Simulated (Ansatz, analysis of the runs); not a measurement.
# Transmission past a defect: W wire along [111], 4 atoms a period, Mg in place of one W, part 4 of 4

Aim: how much does this defect scatter, and at which energies?

Ansatz 0.2.0; DFT PBE, plane waves, PAW; relaxation of a wire's period (the session's first sound run).

So far. Step 3 (Bands of the perfect wire): At the computed energy nearest the Fermi level there are 5 channels a spin, and the thermal average gives 5.00 G₀. Step 4 (Relaxation of the scattering region): The largest force component on a free atom ends at 0.046 eV/Å, under the limit of 0.06. Mg ends nearest to W at 2.85 Å, W at 2.86 Å, W at 2.91 Å, W at 2.93 Å, W at 3.30 Å and W at 3.32 Å.

### Step 5. Transmission (continued)

Level of this step: DFT PBE, plane waves, PAW; transmission of a junction in a wire (Ansatz).

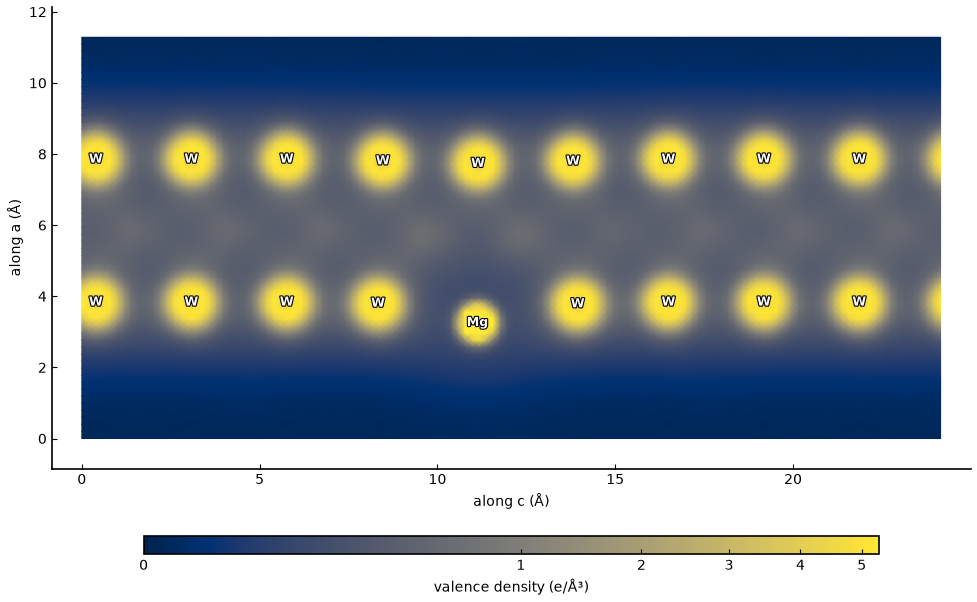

Valence density in the ca plane at fractional y = 0.488, with atoms of W and Mg within 0.2 Å of it. It is the smooth field of the valence electrons, not physical close to the nuclei. The colour scale is stretched toward low values.

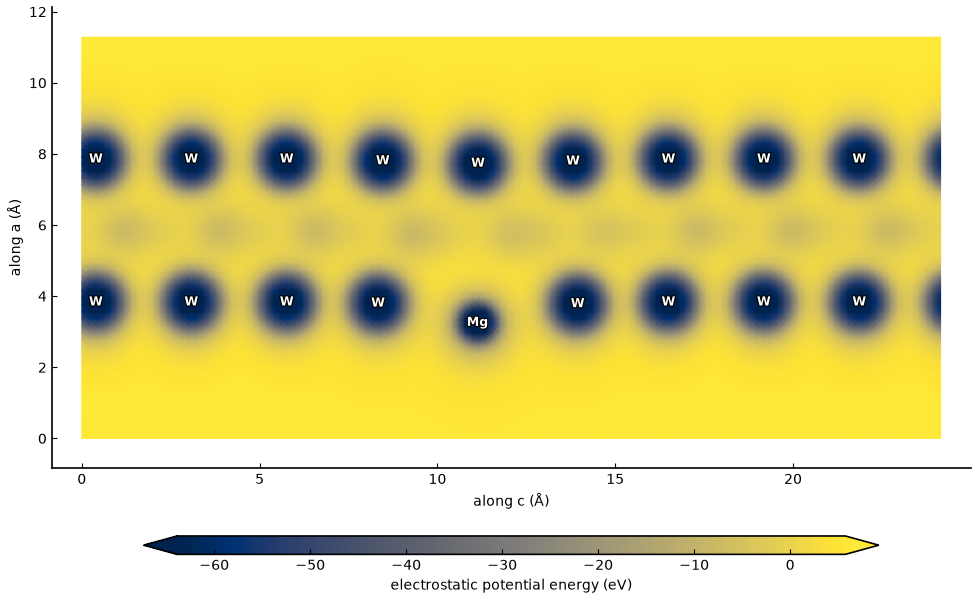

Electrostatic potential energy in the ca plane at fractional y = 0.488, with atoms of W and Mg within 0.2 Å of it. With pseudopotentials it is smooth inside the atoms' cores, unlike the true potential.

By hand: the program gives 2.2016 × 10^14 S/m² over the cell's cross-section of 105.92 Å² = 1.059 × 10^-18 m², so one cell conducts 2.332 × 10^-4 S. Divided by G0 = 2e²/h = 7.748 × 10^-5 S this is 3.01 G0, a resistance of 4.29 kΩ.

The conductance is 3.01 G₀, with 5 channels a spin open in the lead. The lead's Hamiltonian steps by 19.4 meV, which the program lets pass, though it counts in the error estimate. The largest term of the program's error estimate is 7 %.

### Step 6. Landauer integrals

This step: Landauer integrals over the computed T(E), interpolated linearly between its energies (analysis of the runs above).

Conductance and thermopower are moments of T(E) over the thermal window; sliding the window along E stands for a gate that leaves T(E) rigid.

This step gave:

- conductance at 300 K, interpolated from T(E): 3.010 G₀
- thermopower at 300 K: -11.27 μV/K
- Lorenz number over L0: 0.9686

T(E) held rigid; rough near sharp steps of T(E). The conductance at 300 K by shift of the leads' level:

| shift of the leads' level (eV) | conductance at 300 K (G₀) |
| --- | --- |
| -0.900 | 3.96 |
| -0.800 | 4.37 |
| -0.700 | 4.23 |
| -0.600 | 3.82 |
| -0.500 | 3.05 |
| -0.350 | 2.08 |
| -0.250 | 2.24 |
| -0.150 | 2.47 |
| -0.050 | 2.76 |
| 0.050 | 3.22 |
| 0.150 | 2.87 |
| 0.250 | 2.29 |
| 0.350 | 2.37 |
| 0.500 | 3.17 |
| 0.600 | 3.49 |
| 0.700 | 3.89 |
| 0.800 | 4.48 |
| 0.900 | 4.47 |

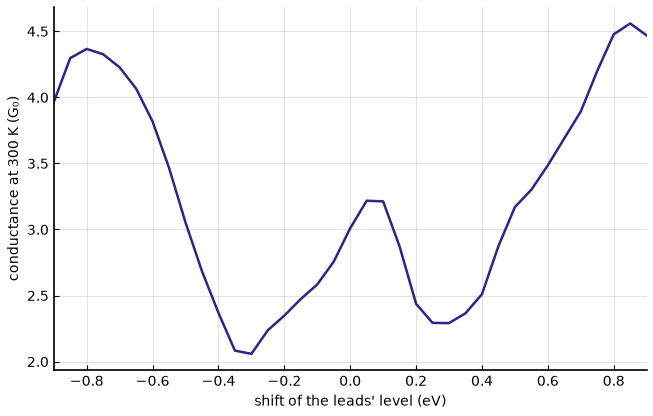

Conductance at 300 K, plotted against shift of the leads' level.

T(E) held rigid; rough near sharp steps of T(E). The thermopower at 300 K by shift of the leads' level:

```
shift of the leads' level (eV)  thermopower at 300 K (μV/K)
                          -0.8                       -0.561
                          -0.6                         11.5
                          -0.4                         18.8
                          -0.2                        -7.16
                           0.0                        -11.3
                           0.2                         17.0
                           0.4                        -14.2
                           0.6                        -8.58
                           0.8                        -5.70
```

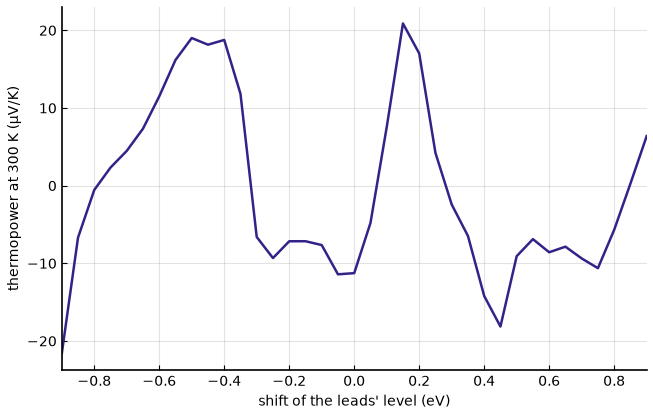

Thermopower at 300 K, plotted against shift of the leads' level.

The two levels move by half the bias each and T(E) is held rigid. The current from the zero-bias T(E) by bias:

```csv
bias (V),current from the zero-bias T(E) (μA)
0.000,0
0.100,23.3
0.200,46.1
0.300,67.8
0.400,87.4
0.500,105
0.600,123
0.700,139
0.800,157
0.900,178
1.000,200
1.100,226
1.200,253
1.300,282
1.400,313
1.500,345
1.600,379
1.700,413
1.800,447
1.900,477
```

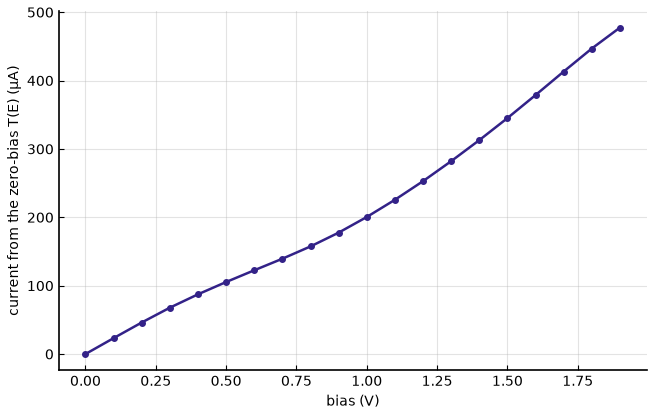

Current from the zero-bias T(E) against bias.

By hand, Mott's formula: S = −(π²k²T/3e) d ln T/dE, and π²k²T/3e = 7.33 μV/K × eV at 300 K. The computed T is 2.59 at -0.070 eV and 3.40 at +0.070 eV, so d ln T/dE ≈ 1.96 per eV and S ≈ -14.4 μV/K, against -11.3 from the integrals. The two differ since ln T is not straight over the thermal window.

The thermopower is -11.3 μV/K. The Lorenz ratio is 0.97, where the Wiedemann-Franz law gives 1. Moving the level by up to 0.1 eV either way gives -11 to 7.5 μV/K.

### Step 7. Results

* conductance of the perfect wire: 5.00 G₀
* conductance, Mg in place of one W: 3.01 G₀
* thermopower, Mg in place of one W: -11.3 μV/K

What this shows: Summed over the computed window, 58 % of the lead's open channels pass the defect; the conductance at 300 K is 3.01 G₀. With Mg in place of one W, 60 % of the conductance of that run's own lead (4.99 G₀) is left. Transport is coherent and elastic here: the atoms are frozen, so scattering by vibrations plays no part. Spin-orbit coupling is left out, which matters for the bands of heavy atoms. A junction with open d shells ran without spin, after the few moments seeded in its relaxation died away; moments on all d atoms were not tried. A cutoff under the files' recommended one was taken to save time; its effect on T(E) was not tested here.

[Logs are printed without paths, hosts, clocks, repeated set-up lines and the standing remarks that a program may print on its own settings, such as how far it seeks lower states.]

[Hosts, paths, dates, database ids (printed as entryN), source tags and the programs' standing remarks are cut or masked in the printed files.]
